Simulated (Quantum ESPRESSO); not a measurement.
**Sb: 7 runs along one coordinate**

System: Sb (R-3m, 2 atoms in the cell).
Method: Kohn-Sham DFT of a periodic cell, r2SCAN, SG15 PBE 1.2, no spin polarisation (Quantum ESPRESSO 7.5).

The 7 runs differ only in the geometry, by an even scaling of the cell at fixed fractional positions. The structure derives from an entry of the Crystallography Open Database.

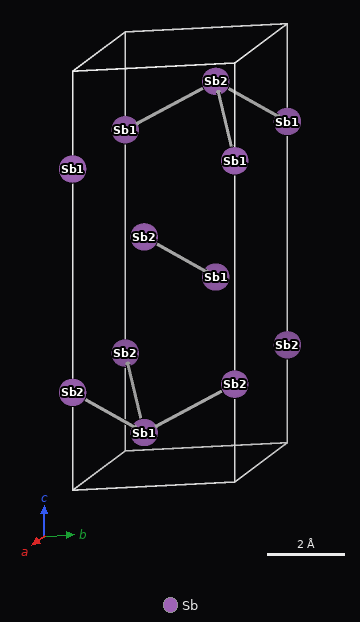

Figure 1. The structure of run 4 (ball-and-stick view of the cell 3 times as large as that of the calculation, set on its symmetry axes, seen slightly off an axis; atoms are numbered from 1 in the order of the input).

### Input of run 4
```
&CONTROL
  calculation = 'scf'
  prefix = 'pwscf'
  outdir = './tmp'
  pseudo_dir = './pseudo'
  tstress = .true.
  disk_io = 'nowf'
/
&SYSTEM
  ibrav = 0
  nat = 2
  ntyp = 1
  ecutwfc = 70
  nbnd = 22
  input_dft = 'r2scan'
  occupations = 'smearing'
  smearing = 'fd'
  degauss = 0.00367493
  nosym = .true.
  nr1 = 48
  nr2 = 48
  nr3 = 48
/
&ELECTRONS
  conv_thr = 1d-08
  electron_maxstep = 120
  mixing_beta = 0.5
/
ATOMIC_SPECIES
Sb   121.7600 Sb_ONCV_PBE-1.2.upf
CELL_PARAMETERS angstrom
   2.1542000000    1.2437279499    3.7580000000
  -2.1542000000    1.2437279499    3.7580000000
   0.0000000000   -2.4874558998    3.7580000000
ATOMIC_POSITIONS crystal
Sb     0.7665100000    0.7665100000    0.7665100000
Sb     0.2334900000    0.2334900000    0.2334900000
K_POINTS automatic
4 4 4 0 0 0
```

Command:
```bash
OMP_NUM_THREADS=1 mpirun -n 4 pw.x -nk 2 -in pw.in > pw.out
```

Run 6 differs from it as follows:
```diff
-   2.1542000000    1.2437279499    3.7580000000
-  -2.1542000000    1.2437279499    3.7580000000
-   0.0000000000   -2.4874558998    3.7580000000
+   2.1825479877    1.2600946682    3.8074530396
+  -2.1825479877    1.2600946682    3.8074530396
+   0.0000000000   -2.5201893365    3.8074530396
```

### Results, with one run withheld

```csv
run,volume per atom (Å³),"free energy per atom, from the lowest run given (meV)",pressure (GPa),gap on the mesh (eV)
1,28.393,25.41,4.46,0.27
2,28.998,11.51,2.88,0.28
3,29.602,3.24,1.47,0.26
4,30.206,0.00,0.21,0.25
5,30.810,1.26,−0.92,0.24
6,31.414,?,?,?
7,32.018,15.40,−2.82,0.23
```

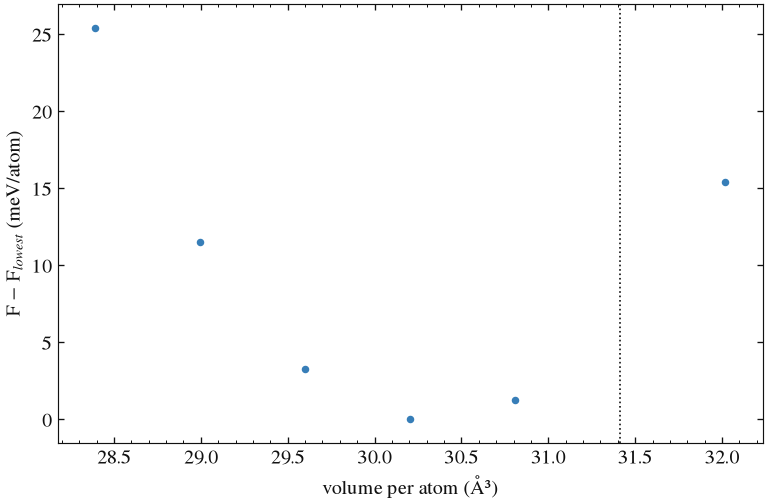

Figure 2. Free energy per atom of the runs given; the dotted line marks run 6.

Fit the runs given and predict run 6.

A cubic polynomial in V^(−2/3) (the Birch–Murnaghan form), fitted to the 6 runs given, misses them by under 0.01 meV per atom. With x = V^(−2/3) − 0.10365 Å⁻², it reads F = 0.71923 + 1956 x + 1.1853e+06 x² + 3.3257e+06 x³ (meV per atom). At run 6 it gives 6.53 meV per atom, and the run itself gives 6.54. The slope of the fit gives a pressure −dF/dV of −1.89 GPa there, and the run prints −1.92 GPa. The fit has its minimum at 30.330 Å³ per atom, where V d²F/dV² gives 58.4 GPa. Cell shape and fractional positions are held, so this is the stiffness under even scaling; the relaxed bulk modulus wasn't computed. The gap on the mesh lies between 0.23 eV (run 7) and 0.28 eV (run 2); run 6 has 0.24 eV. These are gaps of this functional on this mesh, which can miss the band edges; they aren't the measured gap.

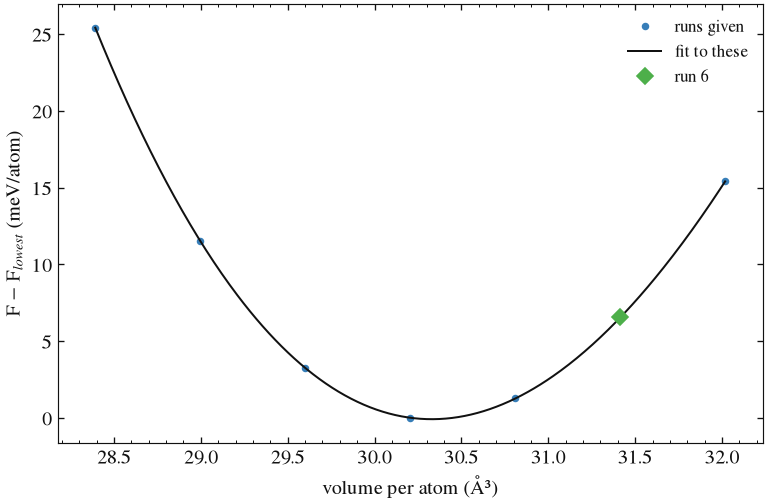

Figure 3. The fit and the withheld run.

### Some lines of the output (run 6)
```
[...]
     number of k points=    36  Fermi-Dirac smearing, width (Ry)=  0.0037
     total energy              =    -280.57542546 Ry
     total energy              =    -280.75275677 Ry
     total energy              =    -280.76196541 Ry
     total energy              =    -280.76288881 Ry
     total energy              =    -280.76299038 Ry
     total energy              =    -280.76299785 Ry
     total energy              =    -280.76299913 Ry
     total energy              =    -280.76299924 Ry
     the Fermi energy is    11.1419 ev
!    total energy              =    -280.76299925 Ry
     The total energy is F=E-TS. E is the sum of the following terms:
     Computing stress (Cartesian axis) and pressure
          total   stress  (Ry/bohr**3)                   (kbar)     P=      -19.25
```

Notes: Further notes kept with the run: potentials made for another functional. Points of doubt noted for this run: coarse mesh; potentials made for another functional.
